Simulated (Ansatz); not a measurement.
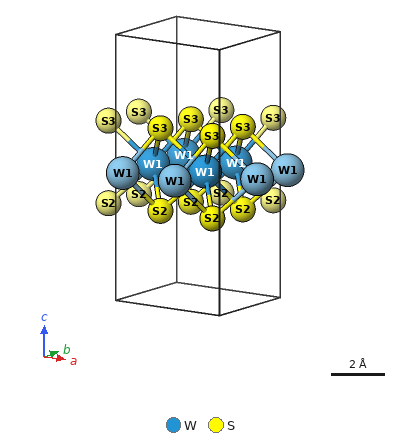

Figure 1. The structure as given in the input (ball-and-stick view of the 2 × 2 repeat of the cell, with the vacuum cut short, seen slightly off an axis; neighbours outside the cell are drawn fainter; atoms are numbered from 1 in the order of the input).

# Run report: WS₂, geometry relaxation

System: WS₂ (P-6m2, 3 atoms in the cell).
Method: DFT PBEsol, scalar-relativistic, plane waves, PAW, no spin polarisation (Ansatz 0.2.0).

The structure derives from a Materials Project entry. It belongs to a series of runs on one base structure; here: relaxed again under DFT PBEsol, scalar-relativistic, plane waves, PAW. Figures and captions count atoms from 1; the log counts them from 0 in places.

Input:
```yaml
crystal:
  lattice:
    - [3.1597166908, 0.0, 0.0]
    - [-1.5798583454, 2.736394923, 0.0]
    - [0.0, 0.0, 16.9394672486]
  atoms:
    - { symbol: W, position: [0.3333333333, 0.6666666667, 0.0] }
    - { symbol: S, position: [0.6666666667, 0.3333333333, 0.9069626209] }
    - { symbol: S, position: [0.6666666667, 0.3333333333, 0.0930373791] }
basis:
  ecutwfc: 420
kpoints:
  mp_grid: { grid: [12, 12, 2] }
hamiltonian:
  xc: pbesol
scf:
  occupations: { method: gaussian, width: 0.02 }
output:
  forces: true
  stress: true
  eigenvalues: true
relax:
  adjacent_minimum: "off"
  f_tol: 0.005
  max_steps: 50
  cell: { stress_tol: 0.05 }
```

Hardware: 1 thread of Arm Neoverse V2, 24 GiB of memory available, shared host.

Run as:
```bash
ansatz run input.yaml --threads 1 --pin off --max-ram 2560MiB --backend cpu --events-out ev --progress --plain --runs-dir out
```

What the program printed:
```
Engine: ansatz 0.2.0, aarch64-unknown-linux-gnu
Pseudopotentials: kind: paw
Pseudopotential: W, paw, valence charge 14, recommended cutoff 420 eV (normal), W.paw.azcp
Pseudopotential: S, paw, valence charge 6, recommended cutoff 420 eV (normal), S.paw.azcp
Functional definition: PBEsol
  exchange = pbesol_x
  correlation = pbesol_c
Crystal: 3 atoms, lattice volume = 146.463 Å³
Basis set: ecut = 420 eV, 2841 PW (Γ), exchange–correlation on 48×48×240 points (8 copies of the dense FFT grid, shifted against one another)
Bands: 17, of which v1, the nominal top of the filled ones, is band 13 counted from 1 (12 counted from 0)
Symmetry: 12 space group operations
Space group: P-6m2 (ITA 187), of the structure as read, at distance tolerance 5.3e-5 Å
k-points: 38 of 288 (time reversal used)
Non-local potential: W, projectors of the file, l = 0: 3, l = 1: 2, l = 2: 2, l = 3: 1
Non-local potential: S, projectors of the file, l = 0: 2, l = 1: 2, l = 2: 2
PAW form: soft (Blöchl's): semilocal exchange-correlation on the pseudo side does not see the compensation charge
PAW frozen core: W, regenerated for the run's functional, and the local potential with it (the file was generated under x = pbe(κ = 0.804, μ = 0.2195149727645171), c = pbe(β = 0.06672455060314922))
PAW frozen core: S, regenerated for the run's functional, and the local potential with it (the file was generated under x = pbe(κ = 0.804, μ = 0.2195149727645171), c = pbe(β = 0.06672455060314922))
PAW one-centre angular grid: W, 590 points (default); XC on 64 Gauss nodes
PAW one-centre angular grid: S, 110 points (default); XC on 64 Gauss nodes
Initial density: superposition of atomic densities (neutral atoms: chi_scale 0, normalization atom), corrected by the library's trained network
Initial wavefunctions: pseudopotential atomic-orbital guess
Functional: x = pbesol(κ = 0.804, μ = 0.12345679012345678), c = pbesol(β = 0.046)
SCF iter   1: F=—  HF=-12029.058107 eV  |F-HF|=—  |Δ(HF+E_count)|=         —  Δρ=5.63e-3  dr2=1.09e-1  ethr=1.77e-3  ⟨swp⟩=9.6  Hψ=4775  notcnv=0
preconditioner: auto → none  [insulator: Δε(μ)=1.891 eV  Ē_g=8.692 eV  σ=0.020 eV  W_gap=1.00  n_scr=10 (ndim 8)  ℏωp=13.0 eV  f_vac=0.608  D(μ)=0.00/eV (n_scr^D=0)  ε∞_Penn≈3.2]
SCF iter   2: F=—  HF=-12029.106155 eV  |F-HF|=—  |Δ(HF+E_count)|=   4.80e-2  Δρ=8.25e-3  dr2=3.81e-1  ethr=4.17e-4  ⟨swp⟩=3.3  Hψ=1583  notcnv=0  recentre
SCF iter   3: F=—  HF=-12029.045352 eV  |F-HF|=—  |Δ(HF+E_count)|=   6.08e-2  Δρ=2.04e-3  dr2=4.31e-3  ethr=4.17e-4  ⟨swp⟩=3.0  Hψ=1199  notcnv=0
SCF iter   4: F=—  HF=-12029.048472 eV  |F-HF|=—  |Δ(HF+E_count)|=   3.12e-3  Δρ=4.13e-4  dr2=1.17e-4  ethr=1.66e-5  ⟨swp⟩=2.0  Hψ=1335  notcnv=0
SCF iter   5: F=—  HF=-12029.048614 eV  |F-HF|=—  |Δ(HF+E_count)|=   1.41e-4  Δρ=1.29e-4  dr2=9.29e-6  ethr=4.52e-7  ⟨swp⟩=2.7  Hψ=1269  notcnv=0
SCF iter   6: F=—  HF=-12029.048582 eV  |F-HF|=—  |Δ(HF+E_count)|=   3.20e-5  Δρ=2.13e-5  dr2=8.23e-7  ethr=3.57e-8  ⟨swp⟩=2.4  Hψ=1179  notcnv=0
SCF iter   7: F=-12029.048581 eV  HF=-12029.048581 eV  |F-HF|=1.87e-8  |Δ(HF+E_count)|=   2.04e-7  Δρ=4.02e-6  dr2=1.81e-8  ethr=3.85e-10  ⟨swp⟩=8.8  Hψ=3802  notcnv=0
SCF 1 converged in 7 iterations: F = -12029.048581 eV  dr2 = 1.81e-8
  greatest PAW one-centre occupation: 1.000 electrons in one spin orbital (limit 2), on the W atom at site 0 (counted from 0), in its partial waves of l = 0
relax step   1: F+E_penalty+E_count = -12029.04858148 eV  Δ(F+E_penalty+E_count) = +0.000e0 eV  max|allowed force component| = 2.851e-1 eV/Å  Δτ_max = 0.0000 Å  P = -0.885 GPa  Ω = 146.463 Å³  (7 SCF iters, dr2 threshold 1.00e-7 eV, accepted)
Crystal: 3 atoms, lattice volume = 144.779 Å³
Initial density: handed on by an earlier stage of this run
Initial wavefunctions: those handed on with the density
iter 1 solved again at ethr=2.34e-5 eV; its pass at ethr=3.10e-3 eV (dr2=6.09e-3 eV) is discarded
SCF iter   1: F=—  HF=-12029.055121 eV  |F-HF|=—  |Δ(HF+E_count)|=         —  Δρ=1.11e-3  dr2=5.73e-3  ethr=2.34e-5  ⟨swp⟩=2.2  Hψ=4681  notcnv=0
preconditioner: auto → none  [insulator: Δε(μ)=1.931 eV  Ē_g=8.873 eV  σ=0.020 eV  W_gap=1.00  n_scr=10 (ndim 8)  ℏωp=13.1 eV  f_vac=0.609  D(μ)=0.00/eV (n_scr^D=0)  ε∞_Penn≈3.2]
SCF iter   2: F=—  HF=-12029.057107 eV  |F-HF|=—  |Δ(HF+E_count)|=   1.99e-3  Δρ=1.79e-3  dr2=1.86e-2  ethr=2.21e-5  ⟨swp⟩=4.0  Hψ=1601  notcnv=0  recentre
SCF iter   3: F=—  HF=-12029.054185 eV  |F-HF|=—  |Δ(HF+E_count)|=   2.92e-3  Δρ=3.76e-4  dr2=3.16e-4  ethr=2.21e-5  ⟨swp⟩=3.0  Hψ=1155  notcnv=0
SCF iter   4: F=—  HF=-12029.054113 eV  |F-HF|=—  |Δ(HF+E_count)|=   7.15e-5  Δρ=6.78e-5  dr2=3.83e-6  ethr=1.22e-6  ⟨swp⟩=2.1  Hψ=971  notcnv=0
SCF iter   5: F=—  HF=-12029.054080 eV  |F-HF|=—  |Δ(HF+E_count)|=   3.29e-5  Δρ=2.25e-5  dr2=1.44e-6  ethr=1.47e-8  ⟨swp⟩=3.3  Hψ=1395  notcnv=0
SCF iter   6: F=-12029.054080 eV  HF=-12029.054080 eV  |F-HF|=5.33e-8  |Δ(HF+E_count)|=   3.70e-7  Δρ=9.79e-6  dr2=1.18e-7  ethr=1.15e-9  ⟨swp⟩=6.1  Hψ=3649  notcnv=0
SCF 2 converged in 6 iterations: F = -12029.054080 eV  dr2 = 1.18e-7
relax step   2: F+E_penalty+E_count = -12029.05408003 eV  Δ(F+E_penalty+E_count) = -5.499e-3 eV  max|allowed force component| = 1.010e-1 eV/Å  Δτ_max = 0.0124 Å  P = +0.295 GPa  Ω = 144.779 Å³  energy of the carried Pulay correction = +9.710e-5 eV  (6 SCF iters, dr2 threshold 3.00e-7 eV, accepted)
Crystal: 3 atoms, lattice volume = 145.109 Å³
iter 1 solved again at ethr=1.45e-6 eV; its pass at ethr=3.10e-3 eV (dr2=3.78e-4 eV) is discarded
SCF iter   1: F=—  HF=-12029.054814 eV  |F-HF|=—  |Δ(HF+E_count)|=         —  Δρ=2.97e-4  dr2=3.50e-4  ethr=1.45e-6  ⟨swp⟩=3.5  Hψ=4849  notcnv=0
preconditioner: auto → none  [insulator: Δε(μ)=1.942 eV  Ē_g=8.854 eV  σ=0.020 eV  W_gap=1.00  n_scr=10 (ndim 8)  ℏωp=13.1 eV  f_vac=0.609  D(μ)=0.00/eV (n_scr^D=0)  ε∞_Penn≈3.2]
SCF iter   2: F=—  HF=-12029.054927 eV  |F-HF|=—  |Δ(HF+E_count)|=   1.13e-4  Δρ=4.39e-4  dr2=1.12e-3  ethr=1.34e-6  ⟨swp⟩=3.1  Hψ=1398  notcnv=0  recentre
SCF iter   3: F=—  HF=-12029.054750 eV  |F-HF|=—  |Δ(HF+E_count)|=   1.77e-4  Δρ=1.12e-4  dr2=2.62e-5  ethr=1.34e-6  ⟨swp⟩=2.0  Hψ=908  notcnv=0
SCF iter   4: F=—  HF=-12029.054711 eV  |F-HF|=—  |Δ(HF+E_count)|=   3.92e-5  Δρ=1.70e-5  dr2=1.57e-7  ethr=1.15e-9  ⟨swp⟩=7.8  Hψ=4327  notcnv=0
SCF iter   5: F=-12029.054711 eV  HF=-12029.054711 eV  |F-HF|=2.87e-10  |Δ(HF+E_count)|=   1.34e-8  Δρ=4.95e-6  dr2=1.45e-8  ethr=6.02e-10  ⟨swp⟩=3.1  Hψ=2283  notcnv=0
SCF 3 converged in 5 iterations: F = -12029.054711 eV  dr2 = 1.45e-8
relax step   3: F+E_penalty+E_count = -12029.05471093 eV  Δ(F+E_penalty+E_count) = -6.309e-4 eV  max|allowed force component| = 6.819e-3 eV/Å  Δτ_max = 0.0039 Å  P = -0.005 GPa  Ω = 145.109 Å³  energy of the carried Pulay correction = +7.795e-5 eV  (5 SCF iters, dr2 threshold 3.00e-7 eV, accepted)
Crystal: 3 atoms, lattice volume = 145.148 Å³
iter 1 solved again at ethr=3.16e-9 eV; its pass at ethr=3.10e-3 eV (dr2=8.22e-7 eV) is discarded
SCF iter   1: F=—  HF=-12029.054697 eV  |F-HF|=—  |Δ(HF+E_count)|=         —  Δρ=2.31e-5  dr2=7.68e-7  ethr=3.16e-9  ⟨swp⟩=3.3  Hψ=4905  notcnv=0
preconditioner: auto → none  [insulator: Δε(μ)=1.936 eV  Ē_g=8.852 eV  σ=0.020 eV  W_gap=1.00  n_scr=10 (ndim 8)  ℏωp=13.1 eV  f_vac=0.609  D(μ)=0.00/eV (n_scr^D=0)  ε∞_Penn≈3.2]
SCF iter   2: F=—  HF=-12029.054712 eV  |F-HF|=—  |Δ(HF+E_count)|=   1.57e-5  Δρ=9.52e-6  dr2=1.32e-7  ethr=2.96e-9  ⟨swp⟩=2.0  Hψ=912  notcnv=0
SCF iter   3: F=—  HF=-12029.054712 eV  |F-HF|=—  |Δ(HF+E_count)|=   1.88e-8  Δρ=7.35e-6  dr2=2.88e-7  ethr=5.07e-10  ⟨swp⟩=2.1  Hψ=990  notcnv=0
SCF iter   4: F=—  HF=-12029.054712 eV  |F-HF|=—  |Δ(HF+E_count)|=   4.39e-8  Δρ=3.12e-6  dr2=1.73e-8  ethr=5.07e-10  ⟨swp⟩=2.0  Hψ=908  notcnv=0
SCF iter   5: F=-12029.054712 eV  HF=-12029.054712 eV  |F-HF|=8.91e-11  |Δ(HF+E_count)|=   2.31e-9  Δρ=9.13e-7  dr2=5.72e-10  ethr=1.12e-11  ⟨swp⟩=4.5  Hψ=3036  notcnv=0
SCF 4 converged in 5 iterations: F = -12029.054712 eV  dr2 = 5.72e-10
relax step   4: F+E_penalty+E_count = -12029.05471220 eV  Δ(F+E_penalty+E_count) = -1.272e-6 eV  max|allowed force component| = 6.657e-4 eV/Å  Δτ_max = 0.0005 Å  P = -0.000 GPa  Ω = 145.148 Å³  energy of the carried Pulay correction = +7.570e-5 eV  (5 SCF iters, dr2 threshold 2.91e-9 eV, accepted)
Initial wavefunctions: pseudopotential atomic-orbital guess (no wavefunctions were taken with the density)
iter 1 solved again at ethr=3.87e-7 eV; its pass at ethr=3.10e-3 eV (dr2=1.01e-4 eV) is discarded
SCF iter   1: F=—  HF=-12029.054673 eV  |F-HF|=—  |Δ(HF+E_count)|=         —  Δρ=8.62e-6  dr2=1.57e-8  ethr=3.87e-7  ⟨swp⟩=4.1  Hψ=6943  notcnv=0
eigensolver tolerance schedule: the retry pair's looser diagonalisation over-reported the residual by 6407.45 of it (diagonalisation noise at 4.02 of the residual, at the tolerance the schedule requests for it); recorded, not acted on — ethr = c·dr2/N_el stays at c = 1.0e-1
SCF iter   2: F=—  HF=-12029.054635 eV  |F-HF|=—  |Δ(HF+E_count)|=   3.81e-5  Δρ=4.23e-6  dr2=3.99e-9  ethr=6.04e-11  ⟨swp⟩=4.6  Hψ=1948  notcnv=0
SCF iter   3: F=—  HF=-12029.054635 eV  |F-HF|=—  |Δ(HF+E_count)|=   3.52e-9  Δρ=1.85e-6  dr2=1.43e-8  ethr=1.54e-11  ⟨swp⟩=2.1  Hψ=1008  notcnv=0  recentre
SCF iter   4: F=—  HF=-12029.054635 eV  |F-HF|=—  |Δ(HF+E_count)|=   2.16e-9  Δρ=4.41e-7  dr2=5.26e-10  ethr=1.54e-11  ⟨swp⟩=2.5  Hψ=1124  notcnv=0
SCF iter   5: F=-12029.054635 eV  HF=-12029.054635 eV  |F-HF|=1.64e-11  |Δ(HF+E_count)|=  6.55e-11  Δρ=1.74e-7  dr2=1.46e-11  ethr=1.00e-12  ⟨swp⟩=8.0  Hψ=4447  notcnv=0
SCF 5 converged in 5 iterations: F = -12029.054635 eV  dr2 = 1.46e-11
relax step   5: F+E_penalty+E_count = -12029.05463469 eV  Δ(F+E_penalty+E_count) = +7.751e-5 eV  max|allowed force component| = 7.033e-4 eV/Å  Δτ_max = 0.0000 Å  P = -0.000 GPa  Ω = 145.148 Å³  stress off target by 2.44e-3 GPa  SCF on the basis re-selected at this cell (its energy is not comparable with the rows above)  (5 SCF iters)
```

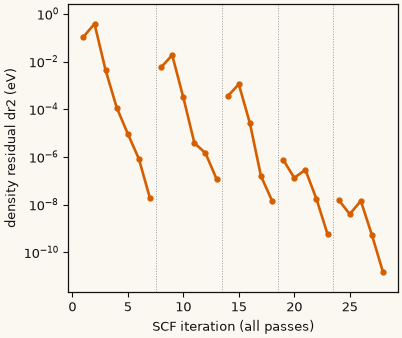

Figure 2. Convergence of the self-consistent field: density residual dr2 against the SCF iteration. The dotted lines part the SCF passes of the relaxation: geometry steps, rejected trials and re-solves on a re-selected basis. The 5 passes take 5 to 7 iterations each, 28 in all.

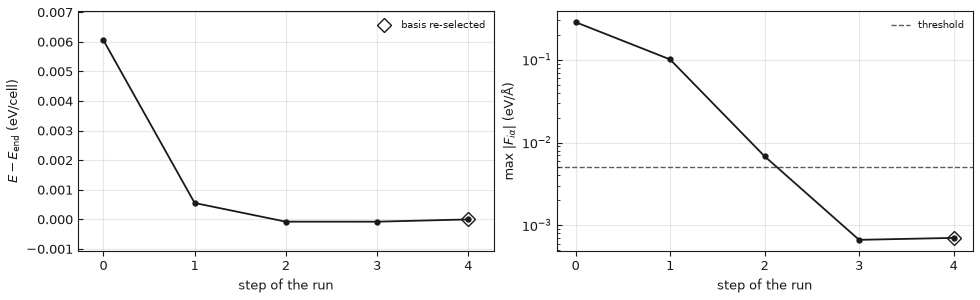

Figure 3. Progress of the relaxation, step by step (the first geometry is step 0 here and step 1 in the log). The energy falls by 6.1 meV per cell of the calculation in 3 geometry steps. The largest force component goes from 0.29 to 0.0007 eV/Å. The largest moves relative to the cell, 0.009 Å, are those of S2 and S3. W stays in place. Among the contacts that change: W1–S2 2.411 → 2.399 Å. The space group stays P-6m2 (No. 187). A last SCF at the same geometry on a re-selected plane-wave basis shifts the energy by +0.1 meV per cell of the calculation. (Atoms are counted from 1 in the order of the input.)

```
basis re-selected at this cell: Δ(F+E_penalty+E_count) = +7.751e-5 eV, ΔP = +0.000 GPa vs the last step (what re-selecting the basis moved, of the pressure what is left beyond the Pulay correction that the steps carried, after the strain that the cell walked since its last selection, with what the two solves' SCF thresholds leave and, on support functions, any second-order correction that the steps lacked; it is no measure of the basis error at this ecutwfc). This SCF's stress stands 2.44e-3 GPa from its target on what of the cell is left free (relax.cell.stress_tol is 5.00e-2 GPa) and its largest allowed force component is 7.03e-4 eV/Å (relax.f_tol is 5.00e-3 eV/Å): within both
SCF converged after 5 iterations
Free energy (F): -12029.054635 eV
Harris-Foulkes:  -12029.054635 eV  (|F-HF|=1.64e-11)
Internal energy: -12029.054635 eV  (E = F + TS)
E sigma→0 (E₀):  -12029.054635 eV
Fermi energy:    1.359291 eV
--- Per-component energies (eV) ---
  E_band       = -463.823730
  E_kinetic    = 666.961510
  E_local      = -12625.346808  (includes V_loc(G=0)·N_el)
  E_nonlocal   = 60.299880
  E_hartree    = 5993.277010
  E_xc         = -458.643139
  E_vxc        = -414.869722  (∫ρ·V_xc dr)
  E_paw        = -9604.534707  (= ΣΔE_a)
  E_vpaw       = -137.422558  (= ΣTr[D̂ρ^β])
  E_aug_tail   = -0.000065  (compensation charges beyond the density's cutoff)
  E_ewald      = 3938.585993
  E_core_change = 0.345691  (= ΣΔE_core)
  E_smearing   = -0.000000  (= −TS)
  E_closure    = -0.000000  (closes the sum)
  Σ components = -12029.054635   (vs F -12029.054635, Δ=0.00e0)
--- Forces (eV/Å), atoms counted from 1 ---
  atom   1  W     -0.00000000    -0.00000000     0.00000000
  atom   2  S      0.00000000     0.00000000    -0.00070332
  atom   3  S     -0.00000000     0.00000000     0.00070332
  max |Σ_I F_I| component: 6.94e-18 eV/Å
--- Stress (GPa, compression-positive) ---
       -0.001390       0.000000       0.000000
        0.000000      -0.001390       0.000000
        0.000000       0.000000       0.002436
  P = ⅓ Tr σ = -0.0001 GPa (-0.001 kbar)
--- Band table (eV; the first three rows and the last of 38) ---
  k-point 0: bands = ["-73.4513", "-37.7660", "-37.5682", "-37.5682", "-14.5042", "-12.8033", "-6.1048", "-2.4639", "-2.4639", "-1.7894", "-1.1780", "-1.1780", "0.2661", "3.3817", "3.3817", "3.5594", "3.5594"]
  k-point 1: bands = ["-73.4513", "-37.7660", "-37.5682", "-37.5682", "-14.5042", "-12.8033", "-6.1048", "-2.4639", "-2.4639", "-1.7894", "-1.1780", "-1.1780", "0.2661", "3.3817", "3.3817", "3.5595", "3.5595"]
  k-point 2: bands = ["-73.4499", "-37.7612", "-37.5944", "-37.5742", "-14.3831", "-12.7590", "-5.9615", "-2.7718", "-2.3443", "-2.1834", "-1.3674", "-0.9928", "0.2171", "3.2464", "3.2706", "3.4487", "3.6055"]
  k-point 37: bands = ["-73.4287", "-37.8530", "-37.8150", "-37.6854", "-11.8929", "-11.8293", "-5.5379", "-5.0818", "-4.2098", "-3.5062", "-2.9161", "-2.0071", "0.3913", "2.3273", "3.6956", "4.5563", "6.1579"]
--- Relaxed structure (4 steps of the walk, 4 accepted, 1 SCFs on fresh bases) ---
  F+E_penalty+E_count = -12029.05463469 eV   max|allowed force component| = 7.033e-4 eV/Å   (the final SCF, on the basis selected at the relaxed cell)
  cell:  # Å, volume = 145.1482 Å³
    - [3.145757370975543, -4.9257056482932086e-33, 2.6759639444009574e-19]
    - [-1.5728786854877714, 2.724305797406968, -1.3379819722004787e-19]
    - [1.4346034163933896e-18, 0.0, 16.936773608009688]
  atoms:
    - { symbol: W, position: [0.3333333333333333, 0.6666666666666666, -3.413573462333802e-20] }
    - { symbol: S, position: [0.6666666666666665, 0.3333333333333333, 0.9074927322755025] }
    - { symbol: S, position: [0.6666666666666665, 0.3333333333333333, 0.0925072677244972] }
```

Trajectory as extended XYZ (Å, eV, eV/Å), 5 frames, from step=1 to step=5:
```
3
Lattice="3.1597 0.0000 0.0000 -1.5799 2.7364 0.0000 0.0000 0.0000 16.9395" Properties=species:S:1:pos:R:3:forces:R:3 step=1 energy=-12029.04858 pressure_GPa=-0.88
W     0.0000    1.8243    0.0000    0.0000   0.0000   0.0000
S     1.5799    0.9121   15.3635    0.0000   0.0000   0.2851
S     1.5799    0.9121    1.5760    0.0000   0.0000  -0.2851
3
Lattice="3.1417 0.0000 0.0000 -1.5709 2.7208 0.0000 0.0000 0.0000 16.9372" Properties=species:S:1:pos:R:3:forces:R:3 step=2 energy=-12029.05408 pressure_GPa=0.30
W     0.0000    1.8139    0.0000    0.0000   0.0000   0.0000
S     1.5709    0.9069   15.3738    0.0000   0.0000  -0.1010
S     1.5709    0.9069    1.5634    0.0000   0.0000   0.1010
3
Lattice="3.1453 0.0000 0.0000 -1.5727 2.7239 0.0000 0.0000 0.0000 16.9368" Properties=species:S:1:pos:R:3:forces:R:3 step=3 energy=-12029.05471 pressure_GPa=-0.01
W     0.0000    1.8160    0.0000    0.0000   0.0000   0.0000
S     1.5727    0.9080   15.3695    0.0000   0.0000   0.0068
S     1.5727    0.9080    1.5673    0.0000   0.0000  -0.0068
3
Lattice="3.1458 0.0000 0.0000 -1.5729 2.7243 0.0000 0.0000 0.0000 16.9368" Properties=species:S:1:pos:R:3:forces:R:3 step=4 energy=-12029.05471 pressure_GPa=-0.00
W     0.0000    1.8162    0.0000    0.0000   0.0000   0.0000
S     1.5729    0.9081   15.3700    0.0000   0.0000  -0.0007
S     1.5729    0.9081    1.5668    0.0000   0.0000   0.0007
3
Lattice="3.1458 0.0000 0.0000 -1.5729 2.7243 0.0000 0.0000 0.0000 16.9368" Properties=species:S:1:pos:R:3:forces:R:3 step=5 energy=-12029.05464 pressure_GPa=-0.00
W     0.0000    1.8162    0.0000    0.0000   0.0000   0.0000
S     1.5729    0.9081   15.3700    0.0000   0.0000  -0.0007
S     1.5729    0.9081    1.5668    0.0000   0.0000   0.0007
```

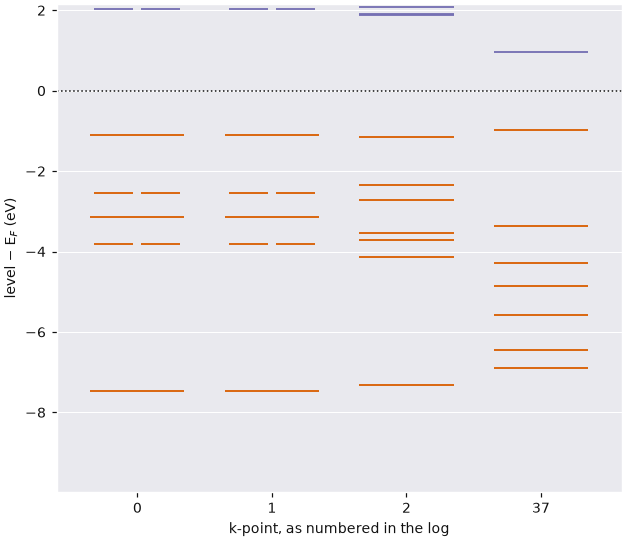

Figure 4. Kohn–Sham levels near the Fermi level (dotted) at the few k-points that the log prints; levels within 0.02 eV of each other stand side by side. Among these points the highest filled and lowest empty levels are 1.94 eV apart, which is the gap on the mesh.

Results in brief:

```tsv
quantity	value
outcome	converged
space group (tolerance 0.01 Å)	P-6m2 (187)
electrons treated	26
free energy	−12029.0546 eV
Fermi energy	1.359 eV
gap on the k-point mesh	1.94 eV
pressure	0.00 GPa
final volume	145.15 Å³
largest force (length of the vector) at the end	0.001 eV/Å
final cell	a = 3.146 Å, b = 3.146 Å, c = 16.937 Å, α = 90.00°, β = 90.00°, γ = 120.00°
wall time	38 s
peak memory	0.4 GiB
```

Spin–orbit coupling is left out, which matters for W.
